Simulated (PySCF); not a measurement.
## C4H10O: NMR shielding calculation

System: C4H10O, SMILES CCCCO.
Method: GIAO wB97X-D/pcSseg-1 NMR shielding, non-relativistic, IEF-PCM chloroform (PySCF 2.14.0).

The geometry comes from this level: PBE0-D3(BJ)/def2-SVP. Figures and captions count atoms from 1; the log counts them from 0 in places.

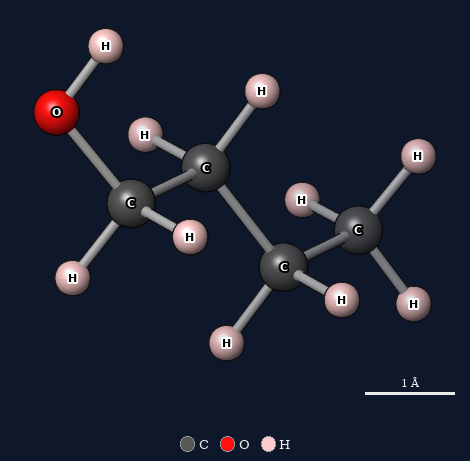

Figure 1. The structure as given in the input (ball-and-stick view, seen at a tilt). Bond lengths as drawn: C–C 1.52 Å, C–H 1.10 to 1.11 Å, C–O 1.40 Å and H–O 0.96 Å.

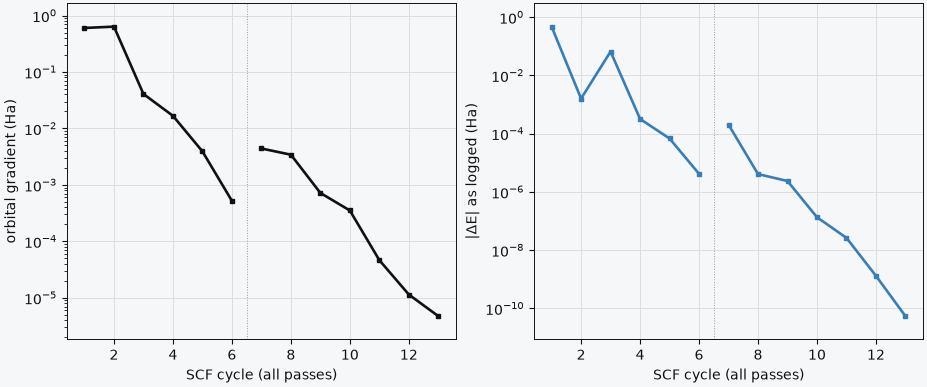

Figure 2. Convergence of the self-consistent field: orbital gradient and size of the energy change against the SCF cycle. The dotted line marks the change from a coarse to the final integration grid. The first 6 cycles use a coarse grid, the final grid takes over at cycle 7, and the field converges after 13 cycles in all.

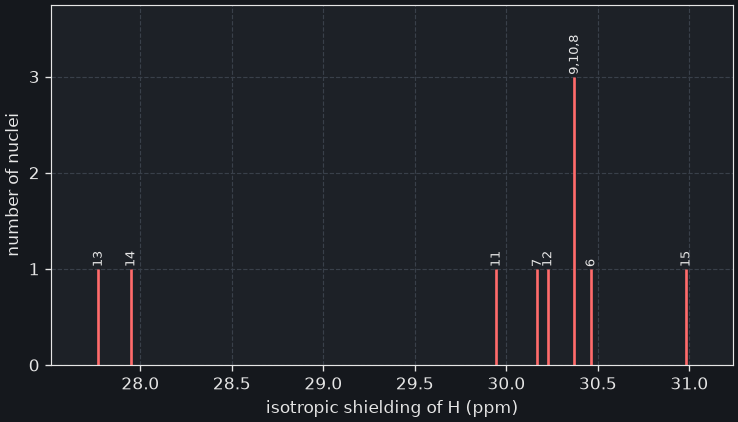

Figure 3. Isotropic shieldings of the hydrogen nuclei in this fixed geometry, labelled by atom number; shielding grows to the right, so chemical shift grows to the left. The least shielded is H13 (27.8 ppm), the most shielded H15 (31.0 ppm).

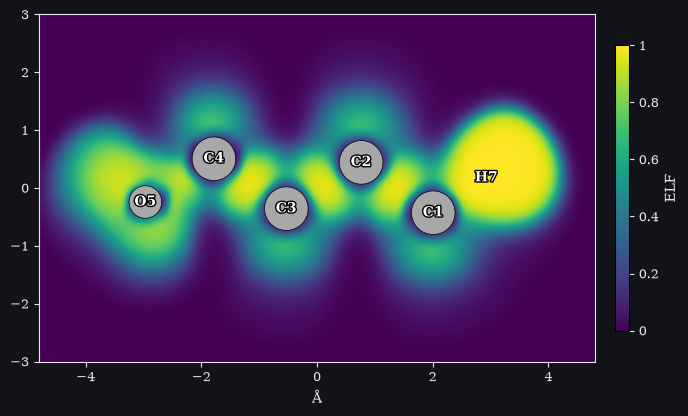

Figure 4. ELF on the plane of atoms C2, C3 and C4. Grey discs, where drawn, cover atomic cores. The section cuts through C, O and H sites. C–O (1.40 Å): the ELF peaks at about 0.90 between the atoms (a polar covalent bond). C–C (1.52 Å): the ELF peaks at about 0.95 between the atoms, which marks a covalent bond.

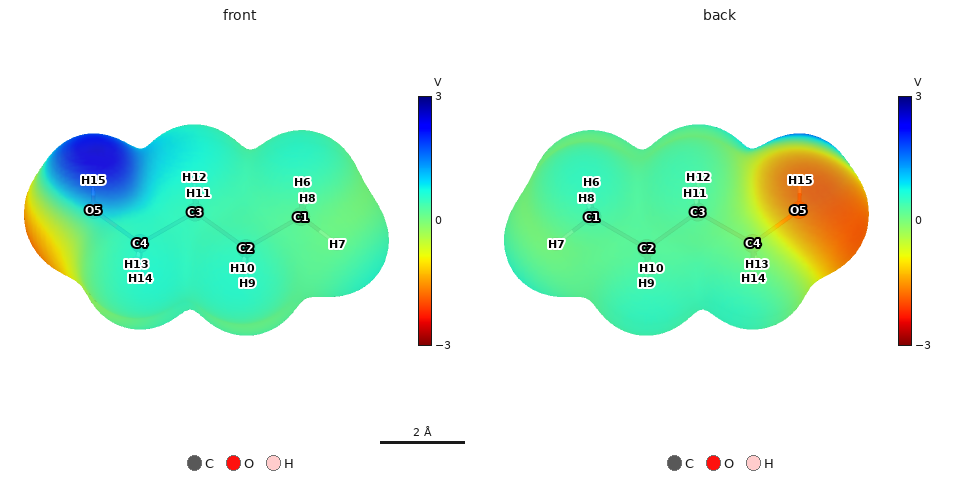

Figure 5. The molecular electrostatic potential painted on the density surface at 0.002 e/bohr³, seen at a tilt and from behind; red is negative and blue positive. A positive charge is drawn to the negative regions and a negative charge to the positive ones. Its dipole moment is 2.02 D.

The input that produced these results follows, with the program's output.

## Input file
```
{"job": {"xc": "wB97X-D", "basis": "pcSseg-1", "solvent": "chloroform", "kind": "nmr", "pop": true}, "charge": 0, "multiplicity": 1}
C     -2.134591    -0.293307    -0.124907
C     -0.825562     0.320497    -0.594557
C      0.398436    -0.280930     0.079917
C      1.710908     0.334579    -0.375215
O      2.834118    -0.261821     0.214616
H     -2.273210    -0.156750     0.959891
H     -3.000702     0.160088    -0.630470
H     -2.161117    -1.376572    -0.324857
H     -0.731545     0.199122    -1.688554
H     -0.842756     1.410519    -0.415902
H      0.442082    -1.368289    -0.105070
H      0.307223    -0.160910     1.176951
H      1.686647     1.431103    -0.199654
H      1.824980     0.200118    -1.463355
H      2.760676    -0.149454     1.168300
```

The first line tells a small driver script what to run in PySCF; the rest is the geometry in Å.

Launch command:
```bash
OMP_NUM_THREADS=1 python <driver script> task.json out
```

## Log
```
coarse grid: 11632 points
cycle   1  E = -233.4599884753  dE =  4.723e-01  |g| = 6.030e-01  |ddm| = 3.094e+00
cycle   2  E = -233.4615857328  dE = -1.597e-03  |g| = 6.367e-01  |ddm| = 7.667e-01
cycle   3  E = -233.5273752719  dE = -6.579e-02  |g| = 4.083e-02  |ddm| = 4.005e-01
cycle   4  E = -233.5276945536  dE = -3.193e-04  |g| = 1.676e-02  |ddm| = 3.634e-02
cycle   5  E = -233.5277625447  dE = -6.799e-05  |g| = 3.933e-03  |ddm| = 1.630e-02
cycle   6  E = -233.5277666995  dE = -4.155e-06  |g| = 5.227e-04  |ddm| = 3.685e-03
final grid: 109760 points
cycle   7  E = -233.5690721782  dE = -2.034e-04  |g| = 4.423e-03  |ddm| = 3.576e-02
cycle   8  E = -233.5690762555  dE = -4.077e-06  |g| = 3.434e-03  |ddm| = 8.163e-03
cycle   9  E = -233.5690786093  dE = -2.354e-06  |g| = 7.212e-04  |ddm| = 2.492e-03
cycle  10  E = -233.5690787433  dE = -1.341e-07  |g| = 3.528e-04  |ddm| = 1.153e-03
cycle  11  E = -233.5690787696  dE = -2.628e-08  |g| = 4.653e-05  |ddm| = 3.581e-04
cycle  12  E = -233.5690787709  dE = -1.303e-09  |g| = 1.145e-05  |ddm| = 1.374e-04
cycle  13  E = -233.5690787710  dE = -5.377e-11  |g| = 4.742e-06  |ddm| = 2.473e-05
converged SCF energy = -233.5690787710

GIAO shielding tensors (ppm)
atom      isotropic    diamagn.    paramagn.     s11        s22        s33       span
  0 C      168.513     245.683     -77.170    157.579    162.231    185.728     28.149
  1 C      164.193     248.108     -83.915    156.190    163.926    172.463     16.273
  2 C      145.019     250.075    -105.056    119.381    143.980    171.697     52.316
  3 C      118.603     244.643    -126.040     86.311    108.626    160.871     74.560
  4 O      302.083     388.590     -86.508    266.063    304.072    336.113     70.050
  5 H       30.462      29.656       0.806     26.387     28.630     36.370      9.983
  6 H       30.169      27.847       2.322     25.696     27.432     37.381     11.685
  7 H       30.405      29.358       1.047     26.345     28.553     36.317      9.972
  8 H       30.348      31.452      -1.105     25.401     29.908     35.735     10.334
  9 H       30.364      31.809      -1.446     25.500     29.987     35.604     10.104
 10 H       29.944      32.438      -2.494     26.401     30.046     33.385      6.985
 11 H       30.226      33.278      -3.052     26.562     30.525     33.592      7.030
 12 H       27.771      30.325      -2.554     22.747     29.139     31.426      8.679
 13 H       27.948      29.581      -1.633     23.376     29.252     31.218      7.842
 14 H       30.982      31.622      -0.640     22.225     28.520     42.201     19.976
```

## Summary

| quantity | value |
| --- | --- |
| outcome | converged |
| total energy | −233.569079 hartree |
| HOMO | −9.66 eV |
| LUMO | 3.48 eV |
| dipole moment | 2.02 D |
| isotropic shielding, C | 118.6 to 168.5 ppm |
| isotropic shielding, O | 302.1 ppm |
| isotropic shielding, H | 27.8 to 31.0 ppm |
| hardware | 1 CPU thread, shared host |
| wall time | 15 s |
| peak memory | 0.79 GiB |
